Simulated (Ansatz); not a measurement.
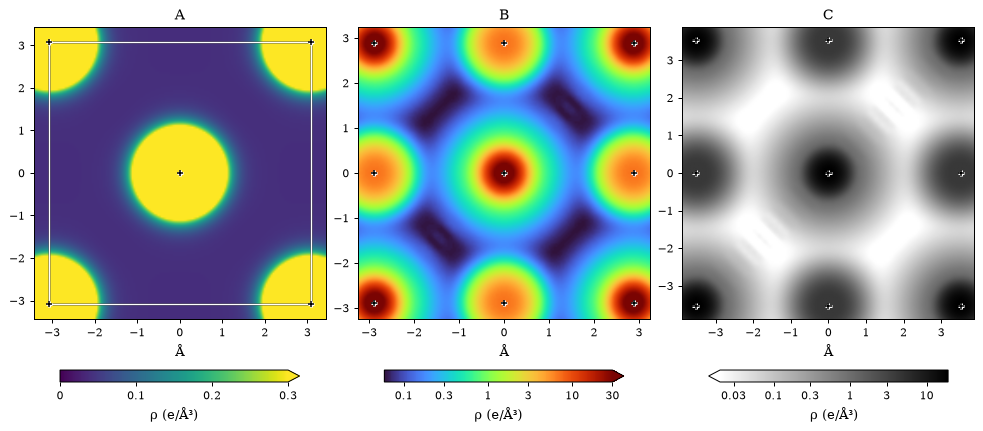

The valence pseudo-density of 3 systems, each on a plane through atoms (crosses mark nuclei in the plane).

The calculation used Ansatz 0.2.0, Kohn-Sham DFT of a periodic cell, HSE06, Ansatz PAW.

System 1: KI, the (001) plane of the conventional cell. Space group Fm-3m.

```xyz
8
Lattice="7.0655 0.0000 0.0000 0.0000 7.0655 0.0000 0.0000 0.0000 7.0655" Properties=species:S:1:pos:R:3 pbc="T T T"
I     3.5328    0.0000    0.0000
I     0.0000    3.5328    0.0000
I     0.0000    0.0000    3.5328
I     3.5328    3.5328    3.5328
K     0.0000    0.0000    0.0000
K     3.5328    3.5328    0.0000
K     3.5328    0.0000    3.5328
K     0.0000    3.5328    3.5328
```

System 2: CaSe, the (100) plane of the conventional cell. Space group Fm-3m; computed pressure about 5 GPa in this cell.

```cif
data_structure
_symmetry_space_group_name_H-M 'P 1'
_symmetry_Int_Tables_number 1
_cell_length_a 5.7913
_cell_length_b 5.7913
_cell_length_c 5.7913
_cell_angle_alpha 90.000
_cell_angle_beta 90.000
_cell_angle_gamma 90.000
_cell_volume 194.24
loop_
_atom_site_label
_atom_site_type_symbol
_atom_site_fract_x
_atom_site_fract_y
_atom_site_fract_z
_atom_site_occupancy
Se1 Se 0.50000 0.00000 0.00000 1
Se2 Se 0.00000 0.50000 0.00000 1
Se3 Se 0.00000 0.00000 0.50000 1
Se4 Se 0.50000 0.50000 0.50000 1
Ca1 Ca 0.00000 0.00000 0.00000 1
Ca2 Ca 0.50000 0.50000 0.00000 1
Ca3 Ca 0.50000 0.00000 0.50000 1
Ca4 Ca 0.00000 0.50000 0.50000 1
```

System 3: Sr, the (100) plane of the conventional cell. Space group Fm-3m.

```
Sr
1.0
     6.16477    0.00000    0.00000
     0.00000    6.16477    0.00000
     0.00000    0.00000    6.16477
Sr
4
Direct
  0.00000 0.00000 0.00000
  0.50000 0.50000 0.00000
  0.50000 0.00000 0.50000
  0.00000 0.50000 0.50000
```

### Which map belongs to which system?

Panel A is system 3, Sr: the plane holds Sr. Sr–Sr (4.36 Å): ρ at the midpoint is about 0.04 e/Å³. Panel B is system 2, CaSe: the plane holds Se and Ca. Ca–Se (2.90 Å): the density is about 0.21 e/Å³ at the midpoint, with its minimum of 0.18 e/Å³ about 1.3 Å from Ca. Panel C is system 1, KI: the plane holds I and K. K–I (3.53 Å): the density is about 0.09 e/Å³ at the midpoint, with its minimum of 0.06 e/Å³ about 1.5 Å from K.
